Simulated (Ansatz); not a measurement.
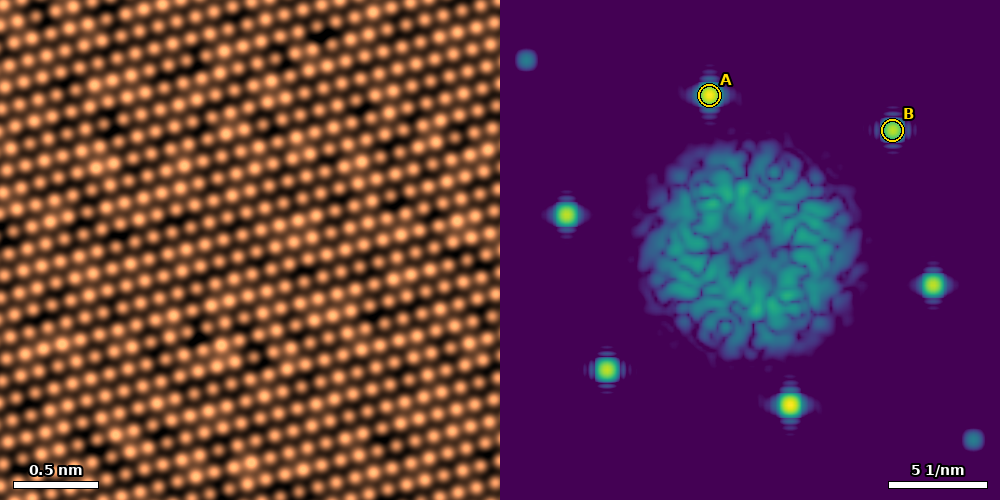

Integrated-DPC-like image of Fe (P6/mmm, No. 191) along [201]. Simulated as the projected potential of neutral atoms (B = 0.8 Å²) blurred by a 0.60 Å probe, the thin-sample limit of integrated differential phase contrast. The speckle of an amorphous layer was added. Structure used: the end point of a relaxation with DFT, r2SCAN, plane waves (500 eV) with PAW, scalar-relativistic (Ansatz 0.2.0); the starting structure was generated, so it need not be a known form of this composition.

The right panel is the modulus of the image's Fourier transform on a logarithmic scale.

a = 4.209 Å, b = 4.209 Å, c = 2.399 Å, α = 90.00°, β = 90.00°, γ = 120.00°

Index the marked spots and give their plane spacings (the zone axis points at the viewer; indices equivalent by symmetry, or all signs reversed, are as good).

A: (030), d = 1.22 Å; B: (1 1 -2), d = 1.04 Å. A and B enclose 65°, and every spot obeys the zone law hu + kv + lw = 0 for [201].
